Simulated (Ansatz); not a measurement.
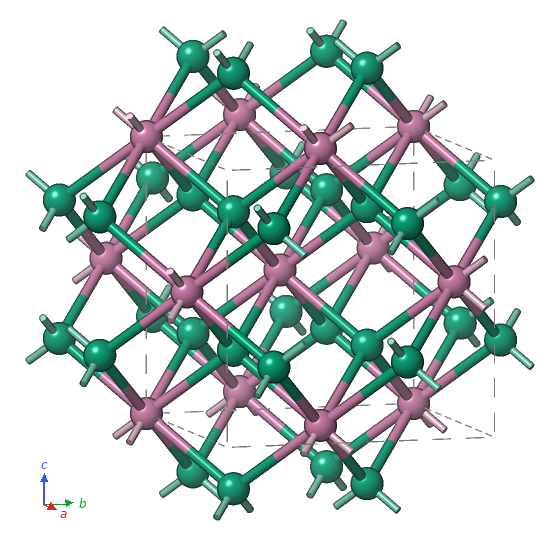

The picture shows a finite piece of the underlying net of a crystal structure, nodes on the atoms' positions. Nodes are coloured by topological kind. Edges to nodes outside the piece are drawn as stubs.

**Classify the net: periodicity, connectivity, name.**

A binodal (4,8)-connected, three-periodic net. It is the flu net, known from fluorite.

**Give point symbol and coordination sequence of each kind of node.**

4-connected node: 4⁶, sequence 4, 22, 24, 82, 64; 8-connected node: 4¹²·6¹²·8⁴, sequence 8, 12, 48, 42, 128.

Where the net comes from. The compound is TiO2 (space group Fm-3m, No. 225), taken as coordinates from a relaxation with DFT, PBE, plane waves, PAW in Ansatz; the starting structure was generated, so it need not be a known form of this composition. Bonds are taken as O–Ti below 2.4 Å. The graph is simplified in the usual way: terminal and isolated atoms are pruned, two-connected atoms become edges. O is a 4-connected node; Ti is an 8-connected node, in the ratio 2:1.
